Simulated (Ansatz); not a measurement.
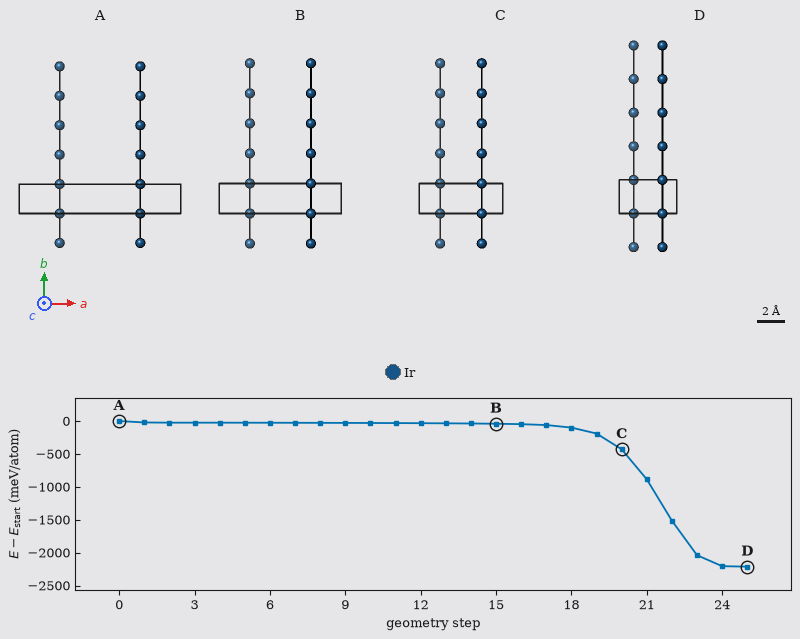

Frames of a relaxation of a crystal of Ir (set up in Pmma), marked on the history of the run. The picture is a ball-and-stick view of the cell of the calculation, repeated 1 × 4 × 1 with one cell outlined, seen along the c axis.

Case: no spin polarisation.

Method: Ansatz 0.2.0, DFT PBE, scalar-relativistic, plane waves, PAW. (plane-wave cutoff 420 eV; k-point mesh 4 × 18 × 6; occupations gaussian; smearing width 0.1 eV; no spin polarisation; cell and atoms relaxed; force threshold 0.01 eV/Å; at most 60 steps)

### Describe the path.

The run was cut off at its time limit before the relaxation converged, so the last structure is only a point on the way. After 25 geometry steps the energy has fallen by 2213 meV per atom. The largest force component goes from 0.001 to 0.38 eV/Å. Pressure: 1.42 GPa at the start and −6.15 GPa at the end. The largest moves relative to the cell, 1.45 Å, are those of Ir atoms. Cell: a 12.238 → 4.355 Å (−64.4 %), b 2.233 → 2.551 Å (+14.2 %), c 7.193 → 5.533 Å (−23.1 %). Volume −68.7 %. Among the contacts that change: Ir–Ir 6.558 → 2.435 Å, Ir–Ir 2.233 → 2.551 Å. New bonds form: Ir–Ir (6.56 → 2.43 Å). The space group stays Pmma (No. 51). Cost: 11 min on 1 thread of Arm Neoverse V2, with other jobs on the host, peak memory 0.66 GiB. From step 0 to 15: Ir atoms move most (1.94 Å), volume −31.7 %, energy −40.9 meV per atom. From step 15 to 20: Ir atoms move most (0.02 Å), volume −38.2 %, energy −388 meV per atom. From step 20 to 25: Ir atoms move most (0.22 Å), volume −25.9 %, energy −1784 meV per atom.

| step | E − E(0), meV/atom | largest force component, eV/Å | pressure, GPa | volume, Å³/atom |
| --- | --- | --- | --- | --- |
| 0 | 0.00 | 0.0010 | 1.42 | 98.306 |
| 1 | -21.39 | 0.0010 | -0.47 | 100.851 |
| 2 | -24.65 | 0.0011 | -0.06 | 100.131 |
| 3 | -24.73 | 0.0010 | -0.01 | 99.932 |
| 4 | -24.77 | 0.0011 | 0.00 | 99.769 |
| 5 | -25.26 | 0.0013 | 0.06 | 97.738 |
| 6 | -25.86 | 0.0014 | 0.09 | 95.741 |
| 7 | -26.59 | 0.0014 | 0.11 | 93.733 |
| 8 | -27.41 | 0.0011 | 0.11 | 91.721 |
| 9 | -28.27 | 0.0006 | 0.12 | 89.671 |
| 10 | -29.48 | 0.0002 | 0.02 | 87.326 |
| 11 | -30.76 | 0.0013 | -0.06 | 84.374 |
| 12 | -32.57 | 0.0033 | -0.09 | 80.428 |
| 13 | -34.64 | 0.0063 | -0.12 | 76.372 |
| 14 | -37.23 | 0.0108 | -0.17 | 72.004 |
| 15 | -40.89 | 0.0180 | -0.25 | 67.151 |
| 16 | -47.33 | 0.0312 | -0.43 | 61.543 |
| 17 | -60.64 | 0.0592 | -0.65 | 56.116 |
| 18 | -99.64 | 0.1430 | -0.69 | 50.897 |
| 19 | -189.69 | 0.3433 | -0.99 | 45.976 |
| 20 | -429.20 | 0.8547 | -2.69 | 41.472 |
| 21 | -885.36 | 1.3430 | -4.88 | 37.260 |
| 22 | -1514.36 | 1.5799 | -4.07 | 33.131 |
| 23 | -2038.76 | 0.0795 | 5.93 | 29.310 |
| 24 | -2205.56 | 0.7536 | 8.20 | 28.088 |
| 25 | -2213.08 | 0.3752 | -6.15 | 30.738 |
